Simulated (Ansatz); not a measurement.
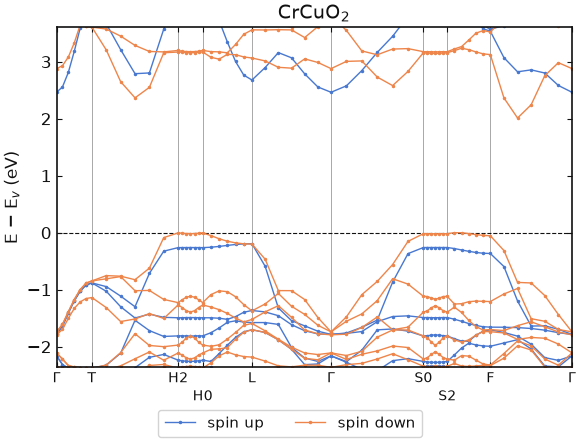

The picture comes from a calculation with Ansatz.

Band structure. Energies are counted from the top of the valence band. The path runs straight from each named point to the next. The path has few k points, so lines between them are rough.

What lattice type does the k path imply?

Answer. A rhombohedral lattice: the path Γ–T–H2–H0–L–Γ–S0–S2–F–Γ runs through the special points of its Brillouin zone.

This input was run:

```
crystal:
  lattice:
    - [1.47220077, 0.84997884, 5.64441005]
    - [-1.47220077, 0.84997884, 5.64441005]
    - [0.0, -1.69994777, 5.64441005]
  atoms:
    - { symbol: Cu, position: [0.0, 0.0, 0.0], spin: 1.0 }
    - { symbol: O, position: [0.10792, 0.10792, 0.10792] }
    - { symbol: O, position: [0.89208, 0.89208, 0.89208] }
    - { symbol: Cr, position: [0.5, 0.5, 0.5], spin: -3.0 }
kpoints:
  mp_grid: { grid: [7, 7, 7], shift: [0, 0, 0] }
  band_path:
    path:
      - [0.0, 0.0, 0.0]
      - [0.5, 0.5, 0.5]
      - [0.81821568, 0.18178432, 0.5]
      - [0.5, -0.18178432, 0.18178432]
      - [0.5, 0.0, 0.0]
      - [0.0, 0.0, 0.0]
      - [0.34089216, -0.34089216, 0.0]
      - [0.65910784, 0.0, 0.34089216]
      - [0.5, 0.0, 0.5]
      - [0.0, 0.0, 0.0]
    npoints: 6
magnetization:
  spin_polarized: true
scf:
  occupations: { method: fermi_dirac }
  lower_state_search: "off"
  max_iter: 200
hamiltonian:
  pseudopotentials: { kind: paw }
  xc: pbe
  hubbard:
    projectors: all-electron-ortho-atomic
    sites:
      - { species: Cr, l: d, u_eff: 4.17 }
      - { species: Cu, l: d, u_eff: 2.56 }
basis:
  ecutwfc: 420
  fft_grid_basis: typed
output:
  forces: true
  stress: true
  eigenvalues: true
  bader: true
  populations: true
  elf: true
  write_potential: true
  volumetric_format: npy
  dos:
    e_range: [-12, 8]
    de: 0.05
    projected: { site_lists: { Cr: [Cr], Cu: [Cu], O: [O] } }
checkpoint:
  read: saved_state
```

Is there a gap? Give its size, its kind and where the band edges lie.

Answer. The bands leave a gap. The gap along this path is 2.01 eV and indirect, from the valence-band top between S2 and F to the conduction-band bottom between F and Γ; the smallest direct gap is 2.68 eV, between F and Γ. The top filled level has spin down and the bottom empty one spin down.

The cell is at 14 GPa in this functional.
